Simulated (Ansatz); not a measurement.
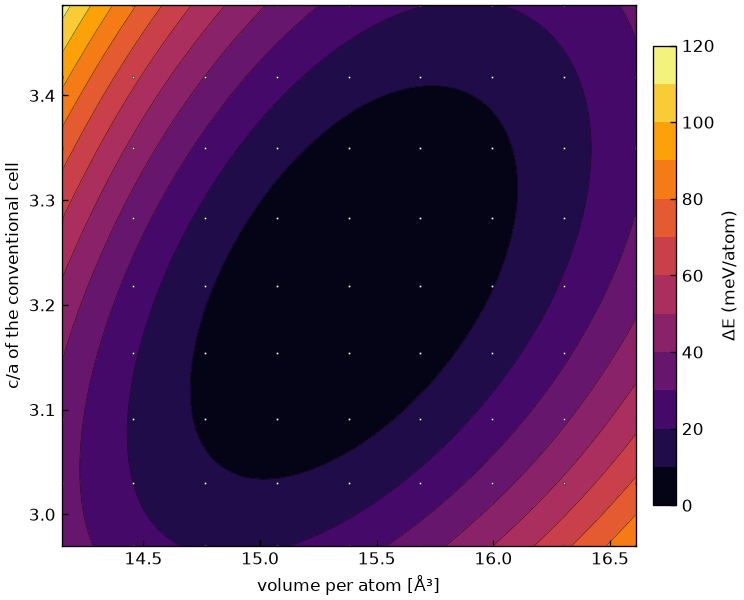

SnO2 (P6_3/mmc, No. 194; 6 atoms in the cell). The energy is mapped over volume and the cell's shape. The first coordinate is: volume per atom; the second: c/a of the conventional cell. Nothing is relaxed (fractional coordinates fixed). The grid has 9 × 9 points. Points are written as (first, second). All energies are given in meV/atom relative to the lowest grid point. Method: DFT PBE+D3(BJ), scalar-relativistic, plane waves, PAW in Ansatz. Settings: cutoff 520 eV, k-mesh 12×12×4 in the order of the run's cell vectors, gaussian smearing 0.05 eV, no spin polarisation.

In the figure: filled contours, dots at the grid points. Between grid points the surface is interpolated.

The lowest grid point is at (15.379 Å³, 3.218). No other kind of well shows on this grid. The highest grid point, (14.149 Å³, 3.486), lies 115 meV/atom above the lowest. Round the minimum the valley is somewhat tilted: raising volume per atom shifts the best value of c/a of the conventional cell upwards (coupling k₁₂/√(k₁₁k₂₂) about −0.5). The gap on the k-mesh is 2.1 eV at the lowest point and runs from 1.0 to 3.2 eV over the map.

The level of theory is changed to DFT LDA+D3(BJ), scalar-relativistic, plane waves, PAW (Ansatz); with it change the cell, relaxed at the new level (first cell vector 3.155 Å, before 3.211 Å); the new grid has 7 × 7 points, laid about the new relaxed structure.

> What does this change do to the map?

The minimum (interpolated where it lies between grid points) moves from (15.379 Å³, 3.218) to (13.865 Å³, 3.059). The curvature at the minimum changes from about 0.33 to 0.46 eV/(Å³)² along volume per atom and from about 4.6 to 5.6 eV per unit squared along c/a of the conventional cell (per cell). In the new map: the gap on the k-mesh is 2.0 eV at the lowest point and runs from 0.8 to 3.2 eV over the map.

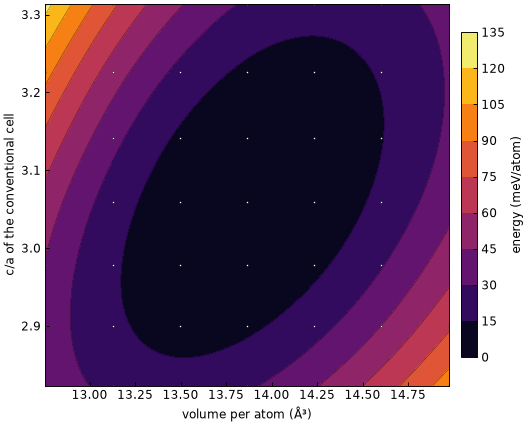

The map after the change, on a colour scale of its own. Drawn: filled contours, dots at the grid points. Between grid points the surface is interpolated.
